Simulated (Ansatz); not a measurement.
Input of the run:

```
crystal:
  lattice:
    - [3.825163835, 0.0, 0.0]
    - [-1.9125819175, 3.3126890547, 0.0]
    - [0.0, 0.0, 6.2270561801]
  atoms:
    - { symbol: Sn, position: [0.0, 0.0, 0.0] }
    - { symbol: Se, position: [0.3333333333, 0.6666666667, 0.2530760414] }
    - { symbol: Se, position: [0.6666666667, 0.3333333333, 0.7469239586] }
kpoints:
  mp_grid: { grid: [12, 12, 4] }
  band_path:
    path:
      - [0.0, 0.0, 0.0]
      - [0.5, 0.0, 0.0]
      - [0.3333333333, 0.3333333333, 0.0]
      - [0.0, 0.0, 0.5]
      - [0.5, 0.0, 0.5]
      - [0.3333333333, 0.3333333333, 0.5]
      - [-0.088542, 0.171875, 0.0]
      - [0.0, 0.458333, 0.34375]
    npoints: 1
hamiltonian:
  xc: pbe
scf:
  occupations: { method: fermi_dirac, width: 0.02 }
  n_extra_bands: 4
output:
  forces: true
  stress: true
  eigenvalues: true
```

Command:
```bash
ansatz run input.yaml --threads 4 --pin off --max-ram 4608MiB --backend cpu --events-out ev --progress --plain --runs-dir out
```

What will the density of states look like?

There is a gap; over the k points computed it is 0.74 eV (indirect; the smallest direct gap is 1.13 eV). Within the window shown, the tallest peak of the filled states lies 0.5 eV under the valence-band top, at about 4.3 states per eV and cell.

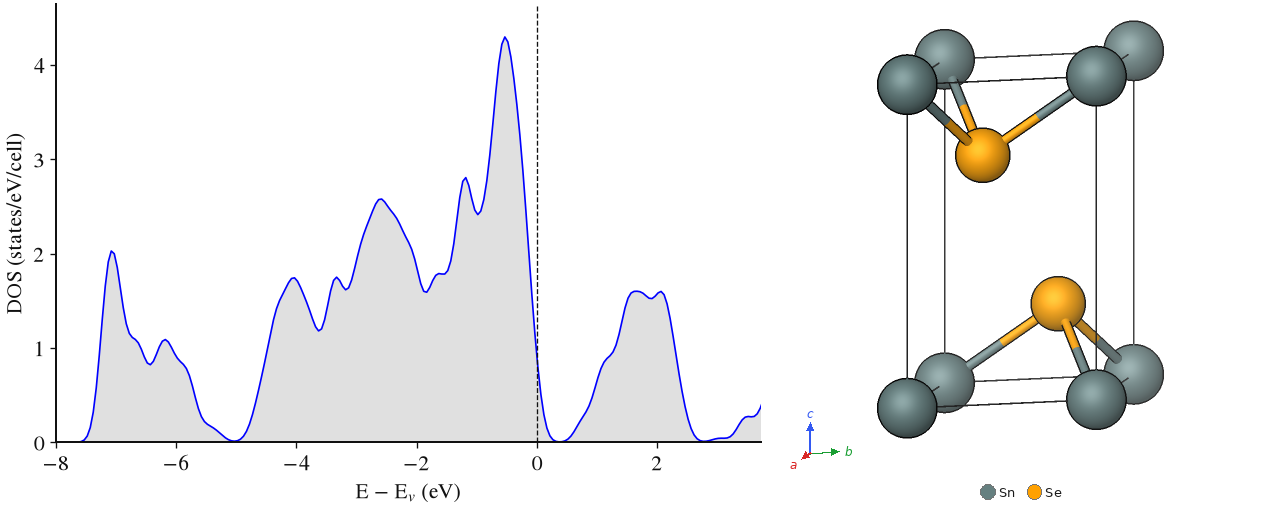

Density of states, beside the structure. Energies are counted from the top of the valence band. The curve is built from the levels of the k mesh with Gaussians 0.3 eV wide, which also blur the band edges.
